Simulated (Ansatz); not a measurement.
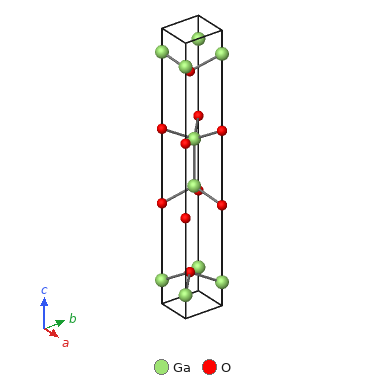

System: GaO, space group P-6m2 (No. 187) (cell built by us, not taken from a database). The picture shows the cell.

Input of the run:
```
crystal:
  lattice:
    - [3.1008134152, 0.0, 0.0]
    - [-1.5504067076, 2.68538319, 0.0]
    - [0.0, 0.0, 14.6629063548]
  atoms:
    - { symbol: Ga, position: [0.3333333333, 0.6666666667, 0.4145853932] }
    - { symbol: Ga, position: [0.3333333333, 0.6666666667, 0.5854146068] }
    - { symbol: Ga, position: [0.0, 0.0, 0.0854153237] }
    - { symbol: Ga, position: [0.0, 0.0, 0.9145846763] }
    - { symbol: O, position: [0.6666666667, 0.3333333333, 0.1352978256] }
    - { symbol: O, position: [0.6666666667, 0.3333333333, 0.8647021744] }
    - { symbol: O, position: [0.0, 0.0, 0.3646762289] }
    - { symbol: O, position: [0.0, 0.0, 0.6353237711] }
basis:
  ecutwfc: 420
kpoints:
  mp_grid: { grid: [12, 12, 2] }
hamiltonian:
  xc: pbe
scf:
  occupations: { method: fixed }
output:
  eigenvalues: true
phonons:
  method: dfpt
  dielectric: true
  rigid_motions: translations
  eigenvectors: true
```

Launched with:
```bash
ansatz run input.yaml --threads 2 --pin off --max-ram 6144MiB --backend cpu --events-out ev --progress --plain --runs-dir out
```

Method: Born effective charges by linear response at the zone centre, in units of the proton charge, Cartesian axes of the given cell; plane waves with PAW datasets (Ansatz 0.2.0). Level: PBE, no spin polarisation.

- wave cutoff: 420 eV
- k mesh: 12×12×2
- occupations: fixed
- pressure: 0 GPa

Predict the mean Born effective charge of each atom. The cases: Ga 1; Ga 2; Ga 3; Ga 4; O 1; O 2; O 3; O 4.

All are equal in size, 2.01 e, and the charges add up to 0.00 e. Ga 1, Ga 2, Ga 3, Ga 4, O 1, O 2, O 3 and O 4 are equally anisotropic; for Ga 1: its diagonal components run from 1.13 to 2.44 e.

```csv
atom,mean Born effective charge (e),Born charge xx (e),Born charge zz (e)
Ga 1,2.01,2.443,1.132
Ga 2,2.01,2.443,1.132
Ga 3,2.01,2.442,1.143
Ga 4,2.01,2.442,1.143
O 1,-2.01,-2.444,-1.136
O 2,-2.01,-2.444,-1.136
O 3,-2.01,-2.440,-1.139
O 4,-2.01,-2.440,-1.139
```

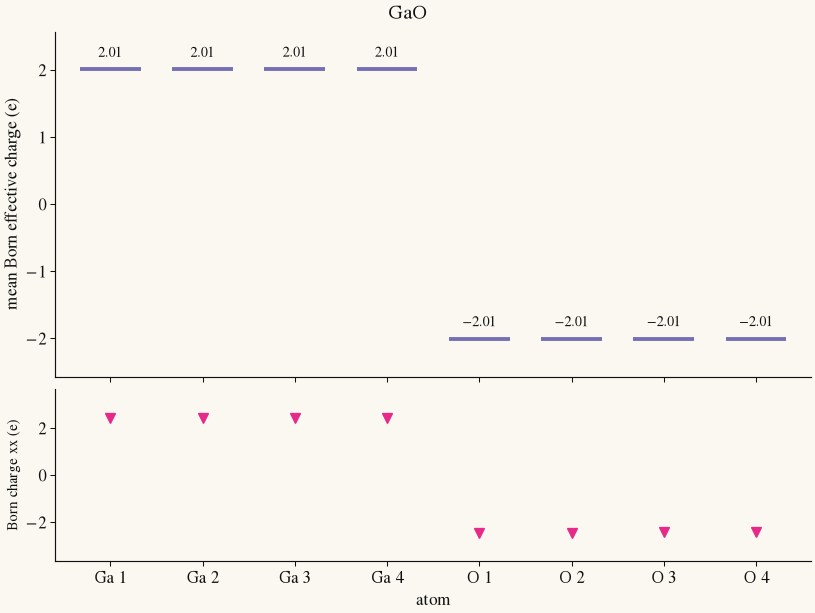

Keep in mind: field response not converged on the k mesh; soft mode inflates the relaxed tensor; weakly bound, no dispersion correction.
